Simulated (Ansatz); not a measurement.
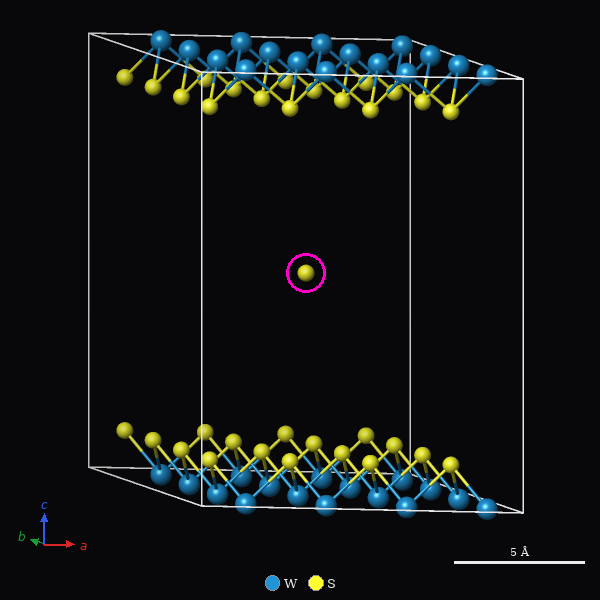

An orthographic ball-and-stick view of the structure, slightly off an axis. Atoms at the boundary of the supercell (the box) are drawn once for each face, edge or corner they touch. The host is WS₂, in a cell of 48 sites, and the cell is neutral. A ring marks the defect's site.

### What imperfection does the supercell contain?

An interstitial sulfur atom. It is bonded to no bonds drawn. Not all metal-metal contacts are counted.

The atoms were relaxed in the host's cell with DFT PBE+D3(BJ), scalar-relativistic, plane waves, PAW (Ansatz).
